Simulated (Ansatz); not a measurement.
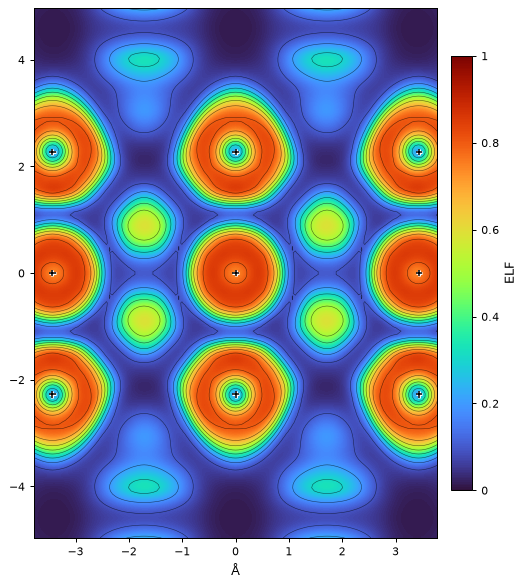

The ELF on a plane through atoms (crosses mark nuclei in the plane).

Level of theory: DFT, PBE, plane waves, PAW (Ansatz).

Candidates:
A. HfO₂, a = 3.43 Å, b = 3.43 Å, c = 9.23 Å, α = 90.00°, β = 90.00°, γ = 120.00°. Space group R-3m; started from the fluorite prototype, which need not be the ambient phase; changed on purpose from its base cell (epitaxial 111 strain -4.0%); computed pressure about 15 GPa in this cell.
B. Bi₂Se₃, a = 4.27 Å, b = 4.27 Å, c = 28.25 Å, α = 90.00°, β = 90.00°, γ = 120.00°. Space group R-3m; started from the tetradymite prototype, which need not be the ambient phase; changed on purpose from its base cell (epitaxial xy strain +3.0%).
C. La₂O₃, a = 3.86 Å, b = 3.86 Å, c = 6.28 Å, α = 90.00°, β = 90.00°, γ = 120.00°. Space group P-3m1; a structure from a database of computed crystals, not necessarily the ambient phase; started from the database structure prototype, which need not be the ambient phase; changed on purpose from its base cell (epitaxial xy strain -2.0%); computed pressure about 5 GPa in this cell.

Which system is this?

Candidate A: HfO₂ on the (100) plane of the conventional cell, which holds Hf and O. Hf–O (2.28 Å): the ELF peaks at about 0.85 in the valence shell of O, 0.7 Å from its nucleus, and drops to about 0.15 between the two atoms; no shared electron pair shows on this line.
